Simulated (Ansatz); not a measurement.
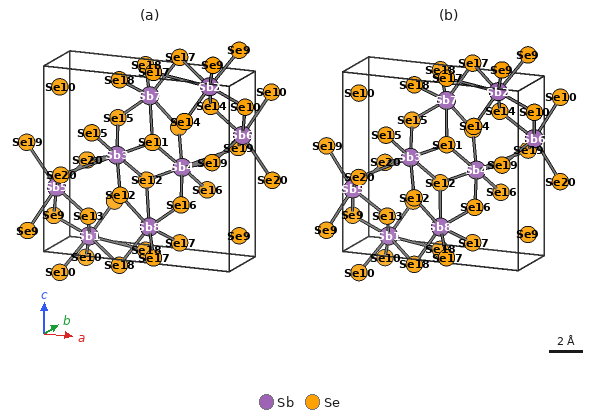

The structure of crystalline Sb2Se3 (built on the database structure type) before (left) and after (right) a relaxation, at one scale.

The picture is a ball-and-stick view of the cell of the calculation, seen slightly off an axis.

The calculation used DFT, PBE-D3(BJ), plane waves, PAW (Ansatz 0.2.0). Set-up: plane-wave cutoff 420 eV; k-point mesh 2 × 6 × 2; occupations fermi dirac; smearing width 0.02 eV; no spin polarisation; cell and atoms relaxed; force threshold 0.005 eV/Å.

Question: Describe what moved and what it gained.

Answer: The energy falls by 0.390 eV per cell of the calculation in 7 accepted moves (8 points after the start). Largest force component: 0.25 eV/Å at the start, 0.0021 eV/Å at the end. Pressure: −0.87 GPa at the start and 0.00 GPa at the end. The SCF was repeated once at an unchanged geometry on a basis and grid sized afresh for the cell, which shifted the energy by 7.1 meV per cell of the calculation at most. The largest moves relative to the cell, 0.16 Å, are those of Sb5, Sb6, Sb7 and Sb8. Sb6 goes along +a. By element the largest moves are Sb 0.16 Å, Se 0.15 Å. The drawn cell changes as follows: a 12.362 → 11.698 Å (−5.4 %), b 4.002 → 3.989 Å (−0.3 %), c 11.714 → 11.338 Å (−3.2 %); the volume changes by −8.7 %. Some distances before and after: Sb1–Se18 3.663 → 3.423 Å, Sb5–Se19 3.299 → 3.077 Å, Sb5–Se9 3.274 → 3.118 Å, Sb5–Se13 2.663 → 2.730 Å. Bond angles that change, for instance: Se16–Sb8–Se17 87.9° → 82.6°, Sb4–Se16–Sb8 99.2° → 97.0°. The space group stays Pnma (No. 62).
